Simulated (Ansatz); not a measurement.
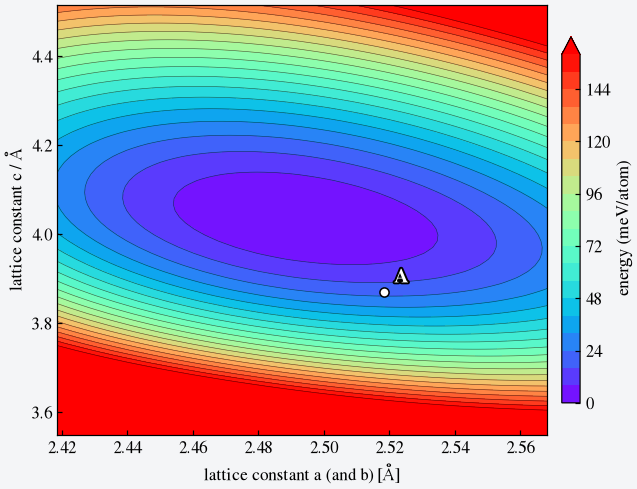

Co (P6_3/mmc, No. 194; 2 atoms in the cell). The energy is mapped over the lattice constants a and c of the conventional cell. The first coordinate is: lattice constant a (and b); the second: lattice constant c. Nothing is relaxed (symmetry fixes all fractional coordinates). The grid has 7 × 7 points. Points are written as (first, second). Energies are in meV/atom, from the lowest grid point. The electronic state followed may not be the lowest one. These are results of Ansatz, DFT PBE, scalar-relativistic, plane waves, PAW, not measurements. Settings: cutoff 520 eV, k-mesh 21×21×12 in the order of the run's cell vectors, gaussian smearing 0.15 eV, spin-polarised.

The picture shows filled contours, one colour for all values above the top of the scale, the point A. Between grid points the surface is interpolated.

Which way does the force act at A, and how strong is it?

Answer. A, at (2.518 Å, 3.871 Å), is not a stationary point. The computed force is nearly zero along lattice constant a (and b) and 270 meV/atom for each Å towards larger values of lattice constant c.

PAW datasets: the set soft_1.
